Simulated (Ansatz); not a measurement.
HfN

```xyz
2
Lattice="3.3631 0.0000 0.0000 -1.6816 2.9125 0.0000 0.0000 0.0000 3.8888" Properties=species:S:1:pos:R:3 pbc="T T T"
Hf    0.0000    0.0000    1.9444
N     0.0000    0.0000    0.0000
```

Space group P6/mmm; a generated structure, not necessarily the stable one; computed pressure about 9 GPa in this cell.

Theory: Ansatz 0.2.0, Kohn-Sham DFT of a periodic cell, PBE, Ansatz PAW.

The density is the valence pseudo-density of a PAW calculation; it isn't the true density close to the nuclei.

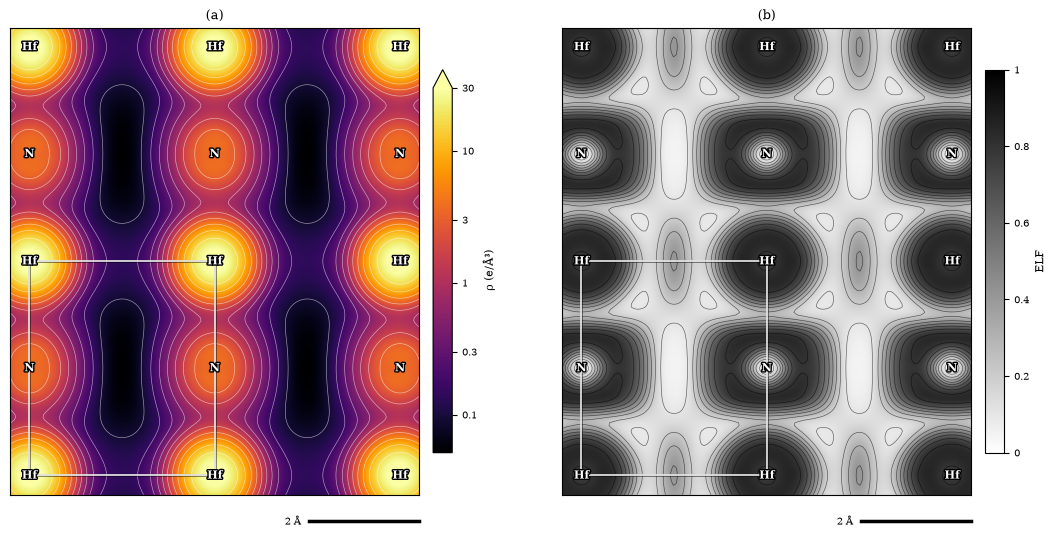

Figure 1. (a) valence charge density (pseudo); (b) electron localisation function on the (100) plane of the conventional cell.

Question: Interpret the plot.

Answer: The plane passes through Hf and N nuclei.
Hf–N (1.94 Å): ρ is about 1.2 e/Å³ halfway, with its minimum of 1.1 e/Å³ about 1.1 Å from Hf; the ELF peaks at about 0.85 in the valence shell of N, 0.6 Å from its nucleus, and drops to about 0.30 between the two atoms: no localised pair shows between them.
Between the atoms the lowest density in this plane is 0.05 e/Å³.
The features right at Hf lie inside the PAW spheres, where the map follows smoothed inner orbitals and isn't to be read closely.

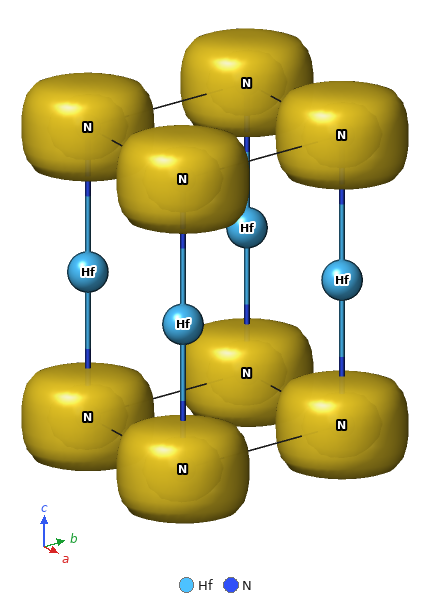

Figure 2. Isosurface of the electron localisation function at 0.75 (yellow), seen slightly off an axis. Core shells and regions of very low density are left out. Sticks mark near contacts.

Question: Describe the localisation domains.

Answer: The surface consists of one region wrapped around N (its valence shell), counted in one cell of 2 atoms. Any copies at cell faces, edges or corners count once.

Question: Does the calculation give a band gap?

Answer: It is gapless in this calculation (a metal or semimetal).
